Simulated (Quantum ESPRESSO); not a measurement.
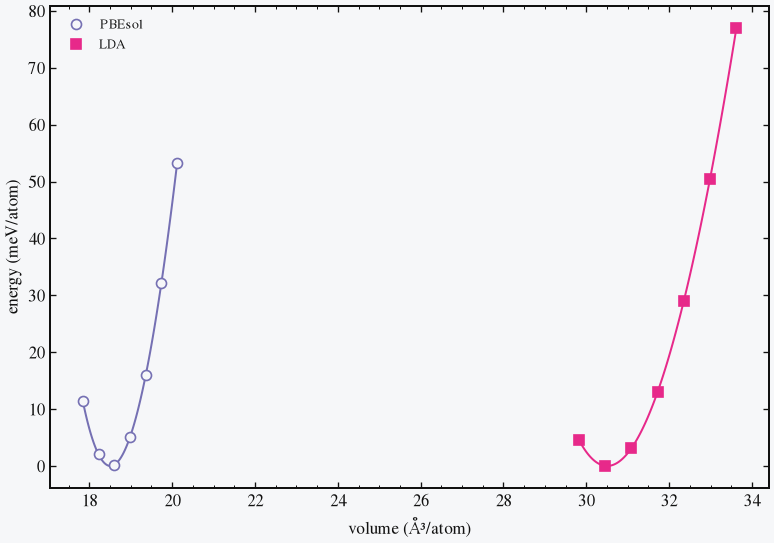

The picture above shows the energy against volume, with one curve for each functional, for MoS₂ (space group P-3m1).

How it was computed, with Quantum ESPRESSO 7.5: plane-wave DFT, no spin polarisation; energies at scaled volumes of the given cell, shape and fractions fixed, counted from the fit's minimum, third-order Birch-Murnaghan fit. All runs: no spin polarisation.

- occupations: Fermi–Dirac
- smearing width: 0.05 eV

Settings that differ: PBEsol: density cutoff 4350 eV, wave cutoff 1090 eV, k mesh 9×9×4, potentials PseudoDojo-0.4.1-SR-PBEsol-standard; LDA: density cutoff 4900 eV, wave cutoff 612 eV, k mesh 10×10×2, potentials GBRV-1.5-LDA.

The numbers behind the figure:

PBEsol:
| volume (Å³/atom) | energy (meV/atom) |
| --- | --- |
| 17.84 | 11.37 |
| 18.22 | 2.03 |
| 18.60 | 0.20 |
| 18.98 | 5.08 |
| 19.36 | 15.97 |
| 19.74 | 32.23 |
| 20.12 | 53.29 |

LDA:
| volume (Å³/atom) | energy (meV/atom) |
| --- | --- |
| 29.82 | 4.64 |
| 30.45 | 0.03 |
| 31.09 | 3.08 |
| 31.72 | 12.98 |
| 32.36 | 29.01 |
| 32.99 | 50.52 |
| 33.62 | 76.92 |

Keep in mind: shape and atomic fractions are frozen while scaling, which makes layered, chain and framework solids too stiff.
